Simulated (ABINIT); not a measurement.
G0W0 calculation of I (part 3 of 3)

I (Cmce, 4 atoms in the cell); Kohn-Sham DFT of a periodic cell, LDA, PseudoDojo NC SR LDA v0.4.1 standard, G0W0, no spin polarisation (ABINIT 10.8.3); cutoff 707.5 eV, 4×4×2 k-mesh, fixed occupations. The structure derives from an entry of the Crystallography Open Database.

Geometry of the input (Å; fractional positions):
```
3.6350  -2.3950  0.0000
3.6350  2.3950  0.0000
0.0000  0.0000  9.7934
I  0.6493  0.3507  0.3844
I  0.1493  0.8507  0.1156
I  0.3507  0.6493  0.6156
I  0.8507  0.1493  0.8844
```

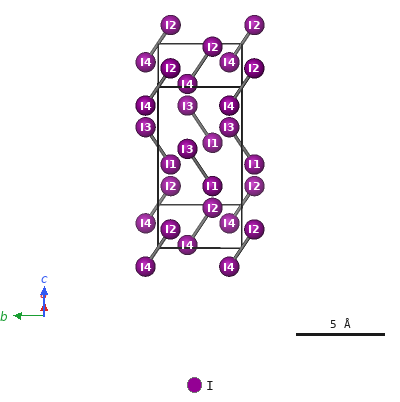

**Figure 1.** The structure (ball-and-stick view of the cell 2 times as large as that of the calculation, set on its symmetry axes, seen at an oblique angle; atoms are numbered from 1 in the order of the input). An atom can appear more than once, as a periodic image.

Log, continued
```
 cartesian coordinates (angstrom) at end:
    1      3.63503499751858    -0.71515297151464     3.76459833345521
    2      3.63503499751858     1.67986702685991     1.13212166323471
    3      3.63503499751858     0.71515297151464     6.02884165992462
    4      3.63503499751858    -1.67986702685991     8.66131833014512
 length scales=  1.000000000000  1.000000000000  1.000000000000 bohr
              =  0.529177210544  0.529177210544  0.529177210544 angstroms
 Eigenvalues (hartree) for nkpt=  14  k points:
 kpt#   1, nband=224, wtk=  0.03125, kpt=  0.0000  0.0000  0.0000 (reduced coord)
  -0.46548   -0.44867   -0.38956   -0.35491   -0.13118   -0.08101   -0.02769   -0.02642
  -0.00760   -0.00433   -0.00305    0.01733    0.03604    0.03820    0.08550    0.11660
   0.22109    0.22601    0.23107    0.29184    0.30115    0.31044    0.33324    0.34660
   0.34913    0.35576    0.37135    0.38742    0.41158    0.44713    0.46331    0.46708
   0.47933    0.48259    0.48476    0.48988    0.50385    0.50641    0.50779    0.54452
   0.55821    0.70157    0.70972    0.71057    0.72228    0.74468    0.74649    0.74772
   0.75270    0.75793    0.75883    0.76628    0.78554    0.79712    0.82515    0.83232
   0.84298    0.88195    0.88593    0.89004    0.89798    0.94495    0.95443    0.96264
   0.97317    0.97888    0.97948    0.98535    0.98872    0.99005    0.99608    1.00773
   1.01763    1.02904    1.05622    1.06344    1.06834    1.08426    1.08952    1.08977
   1.10175    1.11472    1.11971    1.12858    1.12899    1.13104    1.15165    1.16441
   1.18763    1.19337    1.19783    1.19887    1.19921    1.20140    1.20936    1.21946
   1.22117    1.25545    1.26737    1.26785    1.27094    1.27173    1.27217    1.27971
   1.28647    1.29127    1.30455    1.30518    1.32677    1.32719    1.33967    1.34164
   1.35155    1.38590    1.38717    1.40958    1.42422    1.43671    1.44046    1.44328
   1.44383    1.45805    1.46418    1.48237    1.48384    1.48533    1.49195    1.49421
   1.49925    1.50945    1.51154    1.52495    1.53795    1.54670    1.54806    1.58336
   1.59044    1.59249    1.59319    1.60895    1.61643    1.63325    1.64107    1.65255
   1.67980    1.68000    1.68114    1.69281    1.70105    1.71135    1.71732    1.72248
   1.72633    1.73026    1.74121    1.74396    1.74834    1.76692    1.76779    1.76804
   1.77550    1.84088    1.85622    1.86763    1.87334    1.88146    1.88430    1.90110
   1.90601    1.90869    1.92233    1.92566    1.92877    1.93796    1.94584    1.96299
   1.98430    1.98862    2.00882    2.01649    2.02349    2.03348    2.03509    2.03961
   2.03996    2.04296    2.04940    2.05170    2.07217    2.08600    2.12887    2.12975
   2.14306    2.15641    2.16101    2.16777    2.17244    2.17476    2.18176    2.18776
   2.19881    2.20077    2.20811    2.21179    2.22692    2.23803    2.24539    2.24874
   2.25025    2.26847    2.27057    2.27181    2.29262    2.29466    2.31186    2.31331
   2.32285    2.32784    2.34401    2.34919    2.35469    2.35714    2.36828    2.37513
 prteigrs : prtvol=0 or 1, do not print more k-points.

================================================================================
== DATASET  3 ==================================================================

--- !DatasetInfo
iteration_state: {dtset: 3, }
dimensions: {natom: 4, nkpt: 14, mband: 204, nsppol: 1, nspinor: 1, nspden: 1, mpw: 3537, }
cutoff_energies: {ecut:  16.0, pawecutdg:  -1.0, }
electrons: {nelect:   2.80000000E+01, charge:   0.00000000E+00, occopt:   1.00000000E+00, tsmear:   1.00000000E-02, }
meta: {optdriver: 3, gwcalctyp: 0, }
...

 mkfilename : getwfk/=0, take file _WFK from output of DATASET   2.

 Exchange-correlation functional for the present dataset will be:
  LDA: Perdew-Wang 92 LSD fit to Ceperley-Alder data - ixc=7
  J.P.Perdew and Y.Wang, PRB 45, 13244 (1992)

 SCREENING: Calculation of the susceptibility and dielectric matrices

 Based on a program developped by R.W. Godby, V. Olevano, G. Onida, and L. Reining.
 Incorporated in ABINIT by V. Olevano, G.-M. Rignanese, and M. Torrent.

 Real(R)+Recip(G) space primitive vectors, cartesian coordinates (Bohr,Bohr^-1):
 R(1)=  6.8692206 -4.5259319  0.0000000  G(1)=  0.0727885 -0.1104745  0.0000000
 R(2)=  6.8692206  4.5259319  0.0000000  G(2)=  0.0727885  0.1104745  0.0000000
 R(3)=  0.0000000  0.0000000 18.5069194  G(3)=  0.0000000  0.0000000  0.0540338
 Unit cell volume ucvol=  1.1507463E+03 bohr^3
 Angles (23,13,12)=  9.00000000E+01  9.00000000E+01  6.67594760E+01 degrees

--- Pseudopotential description ------------------------------------------------
- pspini: atom type   1  psp file is ./I.upf
  53.00000   7.00000  180309                  znucl, zion, pspdat
12 -1012 2 -1 1182                            pspcod,pspxc,lmax,lloc,mmax
     nproj     2     2     2

--------------------------------------------------------------------------------

 ==== K-mesh for the wavefunctions ====
 Number of points in the irreducible wedge :    14
 Reduced coordinates and weights :

     1)     0.00000000E+00  0.00000000E+00  0.00000000E+00       0.03125
     2)     2.50000000E-01  0.00000000E+00  0.00000000E+00       0.12500
     3)     5.00000000E-01  0.00000000E+00  0.00000000E+00       0.06250
     4)     2.50000000E-01  2.50000000E-01  0.00000000E+00       0.06250
   [... 10 further points ...]

 Together with  8 symmetry operations and time-reversal symmetry
 yields    32 points in the full Brillouin Zone.

 ==== Q-mesh for the screening function ====
 Number of points in the irreducible wedge :    14
 Reduced coordinates and weights :

     1)     0.00000000E+00  0.00000000E+00  0.00000000E+00       0.03125
     2)     2.50000000E-01  0.00000000E+00  0.00000000E+00       0.12500
     3)     5.00000000E-01  0.00000000E+00  0.00000000E+00       0.06250
     4)     2.50000000E-01  2.50000000E-01  0.00000000E+00       0.06250
   [... 10 further points ...]

 Together with  8 symmetry operations and time-reversal symmetry
 yields    32 points in the full Brillouin Zone.

 setmesh: FFT mesh size selected  =    24x   24x   54
          total number of points  =        31104

 vcoul_init : cutoff-mode = AUXILIARY_FUNCTION
 q-points for optical limit:   1
     1)      0.000010    0.000020    0.000030

 Number of electrons calculated from density =   27.9997; Expected =   28.0000
 average of density, n =  0.024332
 r_s =    2.1408
 omega_plasma =   15.0467 [eV]

 calculating chi0 at frequencies [eV] :
  1    0.000000E+00    0.000000E+00
  2    0.000000E+00    1.504674E+01

--------------------------------------------------------------------------------
  q-point number  1        q = ( 0.000000, 0.000000, 0.000000) [r.l.u.]
--------------------------------------------------------------------------------
 For q-point:  0.000010 0.000020 0.000030
  dielectric constant =   7.7825
  dielectric constant without local fields =   9.1877

  Average fulfillment of the sum rule on Im[epsilon] for q-point    1 :     98.85  [%]
--------------------------------------------------------------------------------
  q-point number  2        q = ( 0.250000, 0.000000, 0.000000) [r.l.u.]
--------------------------------------------------------------------------------
  Average fulfillment of the sum rule on Im[epsilon] for q-point    2 :    102.36  [%]

--------------------------------------------------------------------------------
  q-point number  3        q = ( 0.500000, 0.000000, 0.000000) [r.l.u.]
--------------------------------------------------------------------------------
  Average fulfillment of the sum rule on Im[epsilon] for q-point    3 :     98.64  [%]

--------------------------------------------------------------------------------
  q-point number  4        q = ( 0.250000, 0.250000, 0.000000) [r.l.u.]
--------------------------------------------------------------------------------
  Average fulfillment of the sum rule on Im[epsilon] for q-point    4 :    100.88  [%]

--------------------------------------------------------------------------------
  q-point number  5        q = ( 0.500000, 0.250000, 0.000000) [r.l.u.]
--------------------------------------------------------------------------------
  Average fulfillment of the sum rule on Im[epsilon] for q-point    5 :     98.29  [%]

--------------------------------------------------------------------------------
  q-point number  6        q = (-0.250000, 0.250000, 0.000000) [r.l.u.]
--------------------------------------------------------------------------------
  Average fulfillment of the sum rule on Im[epsilon] for q-point    6 :     98.94  [%]

--------------------------------------------------------------------------------
  q-point number  7        q = ( 0.500000, 0.500000, 0.000000) [r.l.u.]
--------------------------------------------------------------------------------
  Average fulfillment of the sum rule on Im[epsilon] for q-point    7 :     97.61  [%]

--------------------------------------------------------------------------------
  q-point number  8        q = ( 0.000000, 0.000000, 0.500000) [r.l.u.]
--------------------------------------------------------------------------------
  Average fulfillment of the sum rule on Im[epsilon] for q-point    8 :    106.67  [%]

--------------------------------------------------------------------------------
  q-point number  9        q = ( 0.250000, 0.000000, 0.500000) [r.l.u.]
--------------------------------------------------------------------------------
  Average fulfillment of the sum rule on Im[epsilon] for q-point    9 :    101.86  [%]

--------------------------------------------------------------------------------
  q-point number 10        q = ( 0.500000, 0.000000, 0.500000) [r.l.u.]
--------------------------------------------------------------------------------
  Average fulfillment of the sum rule on Im[epsilon] for q-point   10 :     98.58  [%]

--------------------------------------------------------------------------------
  q-point number 11        q = ( 0.250000, 0.250000, 0.500000) [r.l.u.]
--------------------------------------------------------------------------------
  Average fulfillment of the sum rule on Im[epsilon] for q-point   11 :    101.21  [%]

--------------------------------------------------------------------------------
  q-point number 12        q = ( 0.500000, 0.250000, 0.500000) [r.l.u.]
--------------------------------------------------------------------------------
  Average fulfillment of the sum rule on Im[epsilon] for q-point   12 :     98.32  [%]

--------------------------------------------------------------------------------
  q-point number 13        q = (-0.250000, 0.250000, 0.500000) [r.l.u.]
--------------------------------------------------------------------------------
  Average fulfillment of the sum rule on Im[epsilon] for q-point   13 :     98.85  [%]

--------------------------------------------------------------------------------
  q-point number 14        q = ( 0.500000, 0.500000, 0.500000) [r.l.u.]
--------------------------------------------------------------------------------
  Average fulfillment of the sum rule on Im[epsilon] for q-point   14 :     97.96  [%]

================================================================================
== DATASET  4 ==================================================================

--- !DatasetInfo
iteration_state: {dtset: 4, }
dimensions: {natom: 4, nkpt: 14, mband: 204, nsppol: 1, nspinor: 1, nspden: 1, mpw: 7355, }
cutoff_energies: {ecut:  26.0, pawecutdg:  -1.0, }
electrons: {nelect:   2.80000000E+01, charge:   0.00000000E+00, occopt:   1.00000000E+00, tsmear:   1.00000000E-02, }
meta: {optdriver: 4, gwcalctyp: 0, }
...

 mkfilename : getwfk/=0, take file _WFK from output of DATASET   2.

 mkfilename : getscr/=0, take file _SCR from output of DATASET   3.

 Exchange-correlation functional for the present dataset will be:
  LDA: Perdew-Wang 92 LSD fit to Ceperley-Alder data - ixc=7
  J.P.Perdew and Y.Wang, PRB 45, 13244 (1992)

 SIGMA: Calculation of the GW corrections

 Based on a program developped by R.W. Godby, V. Olevano, G. Onida, and L. Reining.
 Incorporated in ABINIT by V. Olevano, G.-M. Rignanese, and M. Torrent.

 Real(R)+Recip(G) space primitive vectors, cartesian coordinates (Bohr,Bohr^-1):
 R(1)=  6.8692206 -4.5259319  0.0000000  G(1)=  0.0727885 -0.1104745  0.0000000
 R(2)=  6.8692206  4.5259319  0.0000000  G(2)=  0.0727885  0.1104745  0.0000000
 R(3)=  0.0000000  0.0000000 18.5069194  G(3)=  0.0000000  0.0000000  0.0540338
 Unit cell volume ucvol=  1.1507463E+03 bohr^3
 Angles (23,13,12)=  9.00000000E+01  9.00000000E+01  6.67594760E+01 degrees

--- Pseudopotential description ------------------------------------------------
- pspini: atom type   1  psp file is ./I.upf
  53.00000   7.00000  180309                  znucl, zion, pspdat
12 -1012 2 -1 1182                            pspcod,pspxc,lmax,lloc,mmax
     nproj     2     2     2

--------------------------------------------------------------------------------

 ==== K-mesh for the wavefunctions ====
 Number of points in the irreducible wedge :    14
 Reduced coordinates and weights :

     1)     0.00000000E+00  0.00000000E+00  0.00000000E+00       0.03125
     2)     2.50000000E-01  0.00000000E+00  0.00000000E+00       0.12500
     3)     5.00000000E-01  0.00000000E+00  0.00000000E+00       0.06250
     4)     2.50000000E-01  2.50000000E-01  0.00000000E+00       0.06250
   [... 10 further points ...]

 Together with  8 symmetry operations and time-reversal symmetry
 yields    32 points in the full Brillouin Zone.

 ==== Q-mesh for screening function ====
 Number of points in the irreducible wedge :    14
 Reduced coordinates and weights :

     1)     0.00000000E+00  0.00000000E+00  0.00000000E+00       0.03125
     2)     2.50000000E-01  0.00000000E+00  0.00000000E+00       0.12500
     3)     5.00000000E-01  0.00000000E+00  0.00000000E+00       0.06250
     4)     2.50000000E-01  2.50000000E-01  0.00000000E+00       0.06250
   [... 10 further points ...]

 Together with  8 symmetry operations and time-reversal symmetry
 yields    32 points in the full Brillouin Zone.

 vcoul_init : cutoff-mode = AUXILIARY_FUNCTION
 q-points for optical limit:   1
     1)      0.000010    0.000020    0.000030
 setmesh: FFT mesh size selected  =    40x   40x   90
          total number of points  =       144000

 Number of electrons calculated from density =   28.0000; Expected =   28.0000
 average of density, n =  0.024332
 r_s =    2.1408
 omega_plasma =   15.0468 [eV]

 === KS Band Gaps ===
  >>>> For spin  1
   Minimum direct gap =   1.2872 [eV], located at k-point      :   0.0000  0.0000  0.0000
   Fundamental gap    =   1.1911 [eV], Top of valence bands at :   0.5000  0.0000  0.5000
                                       Bottom of conduction at :   0.5000  0.5000  0.0000
 SIGMA fundamental parameters:
 PLASMON POLE MODEL  1
 number of plane-waves for SigmaX                 7355
 number of plane-waves for SigmaC and W            515
 number of plane-waves for wavefunctions          7355
 number of bands                                   204
 number of independent spin polarizations            1
 number of spinorial components                      1
 number of k-points in IBZ                          14
 number of q-points in IBZ                          14
 number of symmetry operations                       8
 number of k-points in BZ                           32
 number of q-points in BZ                           32
 number of frequencies for dSigma/dE                 9
 frequency step for dSigma/dE [eV]                0.25
 number of omega for Sigma on real axis              0
 max omega for Sigma on real axis  [eV]           0.00
 zcut for avoiding poles [eV]                     0.10

 EPSILON^-1 parameters (SCR file):
 dimension of the eps^-1 matrix on file            515
 dimension of the eps^-1 matrix used               515
 number of plane-waves for wavefunctions          3537
 number of bands                                   204
 number of q-points in IBZ                          14
 number of frequencies                               2
 number of real frequencies                          1
 number of imag frequencies                          1

 matrix elements of self-energy operator (all in [eV])

 Perturbative Calculation

--- !SelfEnergy_ee
iteration_state: {dtset: 4, }
kpoint     : [   0.500,    0.000,    0.500, ]
spin       : 1
KS_gap     :    1.563
QP_gap     :    2.646
Delta_QP_KS:    1.083
data: !SigmaeeData |
     Band     E0 <VxcDFT>   SigX SigC(E0)      Z dSigC/dE  Sig(E)    E-E0       E
       13   1.047 -11.416 -13.748   1.687   0.767  -0.303 -11.911  -0.495   0.552
       14   1.047 -11.416 -13.748   1.687   0.767  -0.303 -11.911  -0.495   0.552
       15   2.610 -11.103  -7.578  -2.759   0.768  -0.302 -10.515   0.588   3.198
       16   2.610 -11.103  -7.578  -2.759   0.768  -0.302 -10.515   0.588   3.198
...

--- !SelfEnergy_ee
iteration_state: {dtset: 4, }
kpoint     : [   0.500,    0.500,    0.000, ]
spin       : 1
KS_gap     :    1.472
QP_gap     :    2.713
Delta_QP_KS:    1.241
data: !SigmaeeData |
     Band     E0 <VxcDFT>   SigX SigC(E0)      Z dSigC/dE  Sig(E)    E-E0       E
       14   0.766 -11.069 -14.068   2.127   0.767  -0.304 -11.738  -0.669   0.098
       15   2.238 -11.104  -7.714  -2.645   0.769  -0.301 -10.531   0.573   2.810
...

--- !SelfEnergy_ee
iteration_state: {dtset: 4, }
kpoint     : [   0.000,    0.000,    0.000, ]
spin       : 1
KS_gap     :    1.287
QP_gap     :    2.499
Delta_QP_KS:    1.212
data: !SigmaeeData |
     Band     E0 <VxcDFT>   SigX SigC(E0)      Z dSigC/dE  Sig(E)    E-E0       E
       14   1.039 -11.222 -14.150   2.082   0.768  -0.302 -11.871  -0.650   0.390
       15   2.327 -11.222  -7.920  -2.571   0.769  -0.300 -10.660   0.563   2.889
...

== END DATASET(S) ==============================================================
================================================================================

 -outvars: echo values of variables after computation  --------
            acell      1.0000000000E+00  1.0000000000E+00  1.0000000000E+00 Bohr
           etotal1    -5.2043232098E+01
           etotal3     0.0000000000E+00
           etotal4     0.0000000000E+00
            fcart1     5.0274014275E-19 -6.5433783183E-03 -1.3919936307E-02
                      -1.8347643242E-19 -6.5433783183E-03  1.3919936307E-02
                      -2.8589970826E-19  6.5433783183E-03  1.3919936307E-02
                      -3.3364002077E-20  6.5433783183E-03 -1.3919936307E-02
            fcart3     0.0000000000E+00  0.0000000000E+00  0.0000000000E+00
                       0.0000000000E+00  0.0000000000E+00  0.0000000000E+00
                       0.0000000000E+00  0.0000000000E+00  0.0000000000E+00
                       0.0000000000E+00  0.0000000000E+00  0.0000000000E+00
            fcart4     0.0000000000E+00  0.0000000000E+00  0.0000000000E+00
                       0.0000000000E+00  0.0000000000E+00  0.0000000000E+00
                       0.0000000000E+00  0.0000000000E+00  0.0000000000E+00
                       0.0000000000E+00  0.0000000000E+00  0.0000000000E+00
            rprim      6.8692206034E+00 -4.5259318630E+00  0.0000000000E+00
                       6.8692206034E+00  4.5259318630E+00  0.0000000000E+00
                       0.0000000000E+00  0.0000000000E+00  1.8506919418E+01
           strten1     4.0044834844E-05  5.8387787728E-05  1.9889186528E-05
                       0.0000000000E+00  0.0000000000E+00  0.0000000000E+00
           strten3     0.0000000000E+00  0.0000000000E+00  0.0000000000E+00
                       0.0000000000E+00  0.0000000000E+00  0.0000000000E+00
           strten4     0.0000000000E+00  0.0000000000E+00  0.0000000000E+00
                       0.0000000000E+00  0.0000000000E+00  0.0000000000E+00
           xangst      3.6350349975E+00 -7.1515297151E-01  3.7645983335E+00
                       3.6350349975E+00  1.6798670269E+00  1.1321216632E+00
                       3.6350349975E+00  7.1515297151E-01  6.0288416599E+00
                       3.6350349975E+00 -1.6798670269E+00  8.6613183301E+00
             xred      6.4930000000E-01  3.5070000000E-01  3.8440000000E-01
                       1.4930000000E-01  8.5070000000E-01  1.1560000000E-01
                       3.5070000000E-01  6.4930000000E-01  6.1560000000E-01
                       8.5070000000E-01  1.4930000000E-01  8.8440000000E-01
 Calculation completed.
```

Key numbers

```csv
quantity,value
outcome,converged
space group (tolerance 0.01 Å),Cmce (64)
electrons treated,28
quasiparticle gap,2.26 eV
gap on the k-point mesh,1.19 eV
wall time,8.5 min (CPU time 34 min)
peak memory,4.1 GiB
```

Remarks

Further notes kept with the run: Slow version without MPI-IO support. Processors send data to master.
